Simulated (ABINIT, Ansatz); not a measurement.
**Quasiparticle gap of VBiO4 (Clinobisvanite) in ABINIT**

How does a plane-wave GW calculation on VBiO4 (Clinobisvanite) run from the first input to the gap?

Calculated with ABINIT 10.8.3; LDA and many-body steps on it, plane waves.

**What was measured.**

- Gap 2.38 eV: optical gap from linear extrapolation of the absorption edge; UV-visible absorption, Tauc-type extrapolation; powder (hydrothermally grown porous microspheres, annealed at 500 C) (“Fabrication and performance enhancement of an In2O3/BiVO4 heterojunction for N-butanol gas sensing applications”, 2024, pmc:11650617).

- Gap 2.27 eV: optical absorption edge, indirect Tauc analysis, light polarized along [-110] (tetragonal axes), perpendicular to principal axis; transmittance and reflectance spectroscopy, Tauc plot; 300 K; bulk crystal (Czochralski single crystal, (110)-oriented, 360 um thick) (“Role of the ferroelastic strain in the optical absorption of BiVO4”, 2020, arxiv:2004.10183).

- Gap 2.39 eV: optical absorption edge, indirect Tauc analysis, light polarized along [001] (tetragonal axes), parallel to principal axis; transmittance and reflectance spectroscopy, Tauc plot; 300 K; bulk crystal (Czochralski single crystal, (110)-oriented, 360 um thick) (“Role of the ferroelastic strain in the optical absorption of BiVO4”, 2020, arxiv:2004.10183).

## (1) The starting structure

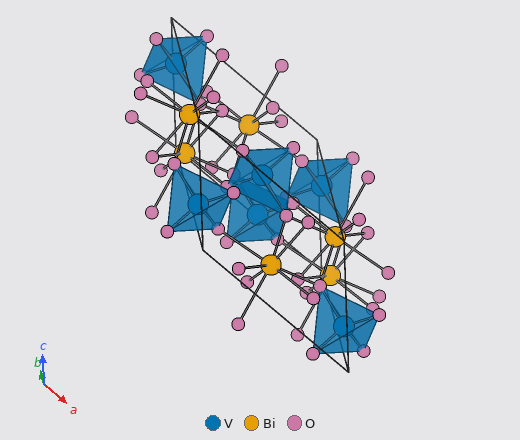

The starting structure, seen slightly off an axis (vanadium blue, bismuth orange, oxygen pink). This picture shows the conventional cell, with its axes. Some periodic images of atoms are drawn too.

The cell and positions come from the Crystallography Open Database and are kept as given unless a step says otherwise. Spin-orbit coupling is left out unless a step names it.

## (2) Ground state

This step: ABINIT 10.8.3; DFT, LDA, plane waves, norm-conserving pseudopotentials.

The ground-state density comes first.

Input file run.abi:

```
acell 3*1.0 Angstrom
rprim 
  3.623583094700 -5.848600000000 -0.000000000000
  3.623583094700 5.848600000000 0.000000000000
  -3.550011012700 0.000000000000 3.647394391800
ntypat 3
znucl 23 83 8
natom 12
typat 1 1 2 2 3 3 3 3 3 3 3 3
xred 
  0.870000000000 0.130000000000 0.750000000000
  0.130000000000 0.870000000000 0.250000000000
  0.366500000000 0.633500000000 0.750000000000
  0.633500000000 0.366500000000 0.250000000000
  0.938300000000 0.354700000000 0.638800000000
  0.645300000000 0.061700000000 0.861200000000
  0.061700000000 0.645300000000 0.361200000000
  0.354700000000 0.938300000000 0.138800000000
  0.811300000000 0.709900000000 0.879600000000
  0.290100000000 0.188700000000 0.620400000000
  0.188700000000 0.290100000000 0.120400000000
  0.709900000000 0.811300000000 0.379600000000
pp_dirpath "pseudos"
pseudos "V.upf, Bi.upf, O.upf"
ecut 42
ngkpt 4 4 6
nshiftk 1
shiftk 0 0 0
kptopt 1
chksymbreak 0
nband 70
occopt 1
tolvrs 1e-10
nstep 60
prtwf 0
optforces 0
optstress 0
indata_prefix "in"
outdata_prefix "out"
tmpdata_prefix "tmp"
```

On the command line:

```sh
OMP_NUM_THREADS=1 mpirun -n 16 abinit run.abi > log
```

Numbers of over 12 decimals in the logs are rounded to 6 here.

Log:

```text
.Version 10.8.3 of ABINIT. v10.8.2 released Aug 2026.

 Symmetries : space group C2/c (# 15); Bravais mC (1-face-center monocl.)
================================================================================
 Values of the parameters that define the memory need of the present run
     intxc =       0    ionmov =       0      iscf =       7    lmnmax =       6
     lnmax =       6     mgfft =      80  mpssoang =       3    mqgrid =    3001
     natom =      12  nloc_mem =       1    nspden =       1   nspinor =       1
    nsppol =       1      nsym =       4    n1xccc =    2501    ntypat =       3
    occopt =       1   xclevel =       1
-    mband =          70        mffmem =           1         mkmem =           3
       mpw =       13604          nfft =      384000          nkpt =          34
================================================================================
  Rough estimation (10% accuracy) of disk space for files :
================================================================================

--------------------------------------------------------------------------------
------------- Echo of variables that govern the present computation ------------
--------------------------------------------------------------------------------
 -outvars: echo values of preprocessed input variables --------
            acell      1.8897261259E+00  1.8897261259E+00  1.8897261259E+00 Bohr

      chksymbreak           0
             ecut      4.20000000E+01 Hartree
-          fftalg         312

              ixc       -1012
              kpt      0.00000000E+00  0.00000000E+00  0.00000000E+00
                       2.50000000E-01  0.00000000E+00  0.00000000E+00
                       5.00000000E-01  0.00000000E+00  0.00000000E+00
                       2.50000000E-01  2.50000000E-01  0.00000000E+00
                       5.00000000E-01  2.50000000E-01  0.00000000E+00
                      -2.50000000E-01  2.50000000E-01  0.00000000E+00
                       5.00000000E-01  5.00000000E-01  0.00000000E+00
                       0.00000000E+00  0.00000000E+00  1.66666667E-01
                       2.50000000E-01  0.00000000E+00  1.66666667E-01
   [... 23 further rows ...]
                      -2.50000000E-01  2.50000000E-01  5.00000000E-01
                       5.00000000E-01  5.00000000E-01  5.00000000E-01
         kptrlatt        4    0    0      0    4    0      0    0    6
          kptrlen      4.38335016E+01
P           mkmem           3
            natom          12
            nband          70
            ngfft          80      80      60
             nkpt          34
            nstep          60
             nsym           4
           ntypat           3
              occ      2.000000  2.000000  2.000000  2.000000  2.000000  2.000000
                       2.000000  2.000000  2.000000  2.000000  2.000000  2.000000
                       2.000000  2.000000  2.000000  2.000000  2.000000  2.000000
                       2.000000  2.000000  2.000000  2.000000  2.000000  2.000000
                       2.000000  2.000000  2.000000  2.000000  2.000000  2.000000
                       2.000000  2.000000  2.000000  2.000000  2.000000  2.000000
                       2.000000  2.000000  2.000000  2.000000  2.000000  2.000000
                       2.000000  2.000000  2.000000  2.000000  2.000000  2.000000
                       2.000000  2.000000  2.000000  2.000000  2.000000  2.000000
                       2.000000  2.000000  2.000000  2.000000  2.000000  2.000000
                       0.000000  0.000000  0.000000  0.000000  0.000000  0.000000
                       0.000000  0.000000  0.000000  0.000000
        optforces           0
        optstress           0
            prtwf           0
            rprim      3.6235830947E+00 -5.8486000000E+00 -0.0000000000E+00
[...]
spgroup          15

           tolvrs      1.00000000E-10

             xred      8.7000000000E-01  1.3000000000E-01  7.5000000000E-01
[...]
znucl       23.00000   83.00000    8.00000

================================================================================

 chkinp: Checking input parameters for consistency.

================================================================================
== DATASET  1 ==================================================================
-   mpi_nproc: 16, omp_nthreads: 1 (-1 if OMP is not activated)
-    --> not optimal distribution: autoparal keyword recommended in input file <--

--- !DatasetInfo
iteration_state: {dtset: 1, }
dimensions: {natom: 12, nkpt: 34, mband: 70, nsppol: 1, nspinor: 1, nspden: 1, mpw: 13604, }
cutoff_energies: {ecut:  42.0, pawecutdg:  -1.0, }
electrons: {nelect:   1.20000000E+02, charge:   0.00000000E+00, occopt:   1.00000000E+00, tsmear:   1.00000000E-02, }

 Real(R)+Recip(G) space primitive vectors, cartesian coordinates (Bohr,Bohr^-1):
 R(1)=  6.8475796-11.0522522  0.0000000  G(1)=  0.0730185 -0.0452396  0.0710689
 R(2)=  6.8475796 11.0522522  0.0000000  G(2)=  0.0730185  0.0452396  0.0710689
 R(3)= -6.7085486  0.0000000  6.8925765  G(3)=  0.0000000  0.0000000  0.1450836
 Unit cell volume ucvol=  1.0432766E+03 bohr^3
 Angles (23,13,12)=  1.11551715E+02  1.11551715E+02  1.16438255E+02 degrees

 getcut: wavevector=  0.0000  0.0000  0.0000  ngfft=  80  80  60
[...]
--- !BeginCycle
iteration_state: {dtset: 1, }
solver: {iscf: 7, nstep: 60, nline: 4, wfoptalg: 0, }
tolerances: {tolvrs: 1.00E-10, }

     iter   Etot(hartree)      deltaE(h)  residm     vres2
 ETOT  1  -741.94752472637    -7.419E+02 1.924E-01 8.842E+03
 ETOT  2  -717.05267268681     2.489E+01 1.009E-01 2.086E+05
 ETOT  3  -744.11207979084    -2.706E+01 4.741E-02 1.295E+03
 ETOT  4  -744.27233621570    -1.603E-01 2.330E-02 2.459E+02
 ETOT  5  -744.29446119427    -2.212E-02 6.859E-03 2.235E+02
 ETOT  6  -744.30771516712    -1.325E-02 1.395E-02 2.297E+01
 ETOT  7  -744.31125491926    -3.540E-03 5.859E-03 8.008E-01
 ETOT  8  -744.31132631409    -7.139E-05 6.555E-03 1.880E-01
 ETOT  9  -744.31135056435    -2.425E-05 2.523E-03 6.789E-03
 ETOT 10  -744.31135123301    -6.687E-07 1.727E-03 3.287E-05
 ETOT 11  -744.31135123690    -3.894E-09 1.297E-03 2.003E-05
 ETOT 12  -744.31135123811    -1.210E-09 7.308E-04 1.425E-06
 ETOT 13  -744.31135123827    -1.525E-10 5.286E-04 8.805E-08
 ETOT 14  -744.31135123825     1.910E-11 3.717E-04 2.479E-09
 ETOT 15  -744.31135123825     5.684E-13 4.910E-04 9.509E-10
 ETOT 16  -744.31135123824     6.708E-12 3.467E-04 1.033E-10
 ETOT 17  -744.31135123827    -3.172E-11 4.412E-04 1.392E-12

 At SCF step   17       vres2   =  1.39E-12 < tolvrs=  1.00E-10 =>converged.

--- !ResultsGS
iteration_state: {dtset: 1, }
comment   : Summary of ground state results
lattice_vectors:
- [  6.8475796, -11.0522522,  -0.0000000, ]
- [  6.8475796,  11.0522522,   0.0000000, ]
- [ -6.7085486,   0.0000000,   6.8925765, ]
lattice_lengths: [  13.00160,   13.00160,    9.61833, ]
lattice_angles: [111.552, 111.552, 116.438, ] # degrees, (23, 13, 12)
lattice_volume:   1.0432766E+03
convergence: {deltae: -3.172E-11, res2:  1.392E-12, residm:  4.412E-04, diffor:  0.000E+00, }
etotal    :  -7.44311351E+02
entropy   :   0.00000000E+00
fermie    :   2.01609699E-01
cartesian_stress_tensor: null
pressure_GPa: null
xred      :
- [  8.7000E-01,   1.3000E-01,   7.5000E-01,  V]
- [  1.3000E-01,   8.7000E-01,   2.5000E-01,  V]
- [  3.6650E-01,   6.3350E-01,   7.5000E-01, Bi]
- [  6.3350E-01,   3.6650E-01,   2.5000E-01, Bi]
- [  9.3830E-01,   3.5470E-01,   6.3880E-01,  O]
- [  6.4530E-01,   6.1700E-02,   8.6120E-01,  O]
- [  6.1700E-02,   6.4530E-01,   3.6120E-01,  O]
- [  3.5470E-01,   9.3830E-01,   1.3880E-01,  O]
- [  8.1130E-01,   7.0990E-01,   8.7960E-01,  O]
- [  2.9010E-01,   1.8870E-01,   6.2040E-01,  O]
- [  1.8870E-01,   2.9010E-01,   1.2040E-01,  O]
- [  7.0990E-01,   8.1130E-01,   3.7960E-01,  O]
cartesian_forces: null
force_length_stats: {min: null, max: null, mean: null, }

 Integrated electronic density in atomic spheres:
 ------------------------------------------------
 Atom  Sphere_radius  Integrated_density
[...]
================================================================================

 ----iterations are completed or convergence reached----

 Mean square residual over all n,k,spin=   12.706E-07; max=  44.121E-05
 reduced coordinates (array xred) for   12 atoms
[...]
0.354700000000      0.938300000000      0.138800000000
       0.811300000000      0.709900000000      0.879600000000
       0.290100000000      0.188700000000      0.620400000000
       0.188700000000      0.290100000000      0.120400000000
       0.709900000000      0.811300000000      0.379600000000
 rms dE/dt=  0.0000E+00; max dE/dt=  0.0000E+00; dE/dt below (all hartree)
    1       0.000000000000      0.000000000000      0.000000000000
    2       0.000000000000      0.000000000000      0.000000000000
    3       0.000000000000      0.000000000000      0.000000000000
    4       0.000000000000      0.000000000000      0.000000000000
    5       0.000000000000      0.000000000000      0.000000000000
    6       0.000000000000      0.000000000000      0.000000000000
    7       0.000000000000      0.000000000000      0.000000000000
    8       0.000000000000      0.000000000000      0.000000000000
    9       0.000000000000      0.000000000000      0.000000000000
[...]
cartesian coordinates (angstrom) at end:
[...]
8      4.192551     3.413243     0.506258
    9      2.389605    -0.593048     3.208248
   10     -0.467455    -0.593048     2.262843
   11      1.307550     0.593048     0.439146
   12      4.164610     0.593048     1.384551
 length scales=  1.889726125908  1.889726125908  1.889726125908 bohr
              =  1.000000000000  1.000000000000  1.000000000000 angstroms
 prteigrs : about to open file out_EIG
 Fermi (or HOMO) energy (hartree) =   0.20161   Average Vxc (hartree)=  -0.42703
 Eigenvalues (hartree) for nkpt=  34  k points:
 kpt#   1, nband= 70, wtk=  0.01042, kpt=  0.0000  0.0000  0.0000 (reduced coord)
  -5.40307   -5.40307   -3.12272   -3.12272   -3.12242   -3.12242   -3.12169   -3.12169
  -2.13395   -2.13392   -1.19087   -1.19075   -1.18851   -1.18809   -1.18799   -1.18794
  -0.60047   -0.59926   -0.59835   -0.59762   -0.59699   -0.59682   -0.59677   -0.59635
  -0.59548   -0.59540   -0.45527   -0.40504   -0.39864   -0.39285   -0.39242   -0.38827
  -0.38445   -0.37997   -0.16253   -0.12444    0.00826    0.01986    0.02995    0.03537
   0.05438    0.06468    0.07619    0.07988    0.08379    0.08777    0.09627    0.10444
   0.11454    0.11804    0.11818    0.13203    0.13686    0.13945    0.14302    0.14521
   0.16457    0.17617    0.17819    0.18377    0.29275    0.30893    0.32047    0.32713
   0.34834    0.35502    0.35806    0.35955    0.36530    0.36622
 prteigrs : prtvol=0 or 1, do not print more k-points.

--- !EnergyTerms
iteration_state     : {dtset: 1, }
comment             : Components of total free energy in Hartree
kinetic             :  2.78466154364142E+02
hartree             :  2.00861701576571E+02
xc                  : -1.26250758575005E+02
Ewald energy        : -4.46860914852584E+02
psp_core            :  1.55196158167582E+01
local_psp           : -6.71359936716794E+02
non_local_psp       :  5.31278714864140E+00
total_energy        : -7.44311351238270E+02
total_energy_eV     : -2.02537436658126E+04
band_energy         : -9.58042210007905E+01

== END DATASET(S) ==============================================================
================================================================================

 -outvars: echo values of variables after computation  --------
           etotal     -7.4431135124E+02
            nband          70
             nkpt          34
          spgroup          15
 [... the other variables as echoed above ...]

 Calculation completed.
```

Run time: 9 min. Hardware: 16 MPI ranks of Arm Neoverse N1, shared host; peak memory 2.9 GiB.

Numbers from this step:

```yaml
total_energy: -20253.7437 eV
gap: 2.222 eV
k_of_the_valence_top: 0, 0, 0.3333
k_of_the_conduction_bottom: 0.5, 0, 0.5
least_direct_gap: 2.270 eV
```

The gap is indirect, with the least direct gap 0.05 eV higher.

[end of part 1 of 3]

[Paths, hosts, dates, memory and timing lines, banners, echoed tables and standing remarks are left out of the program output.]

[Logs are printed without paths, hosts, clocks, repeated set-up lines and the standing remarks that a program may print on its own settings, such as how far it seeks lower states.]

[Runs of the session that timed out or met a known fault of the program may be left out.]

[No measured gap is set beside runs whose start may be inverted or whose files or cutoffs have a known fault.]

[Hosts, paths, dates, database ids (printed as entryN), source tags and the programs' standing remarks are cut or masked in the printed files.]

[G0W0 gaps are taken among the corrected bands and points alone; a level outside them can change the order at an edge.]

[Where Ansatz stands beside ABINIT at settings called matched, ABINIT's density can come from a denser mesh and the files from another edition; pairs whose starting gaps differed by over 0.03 eV were left out, so agreement reads better than it is.]
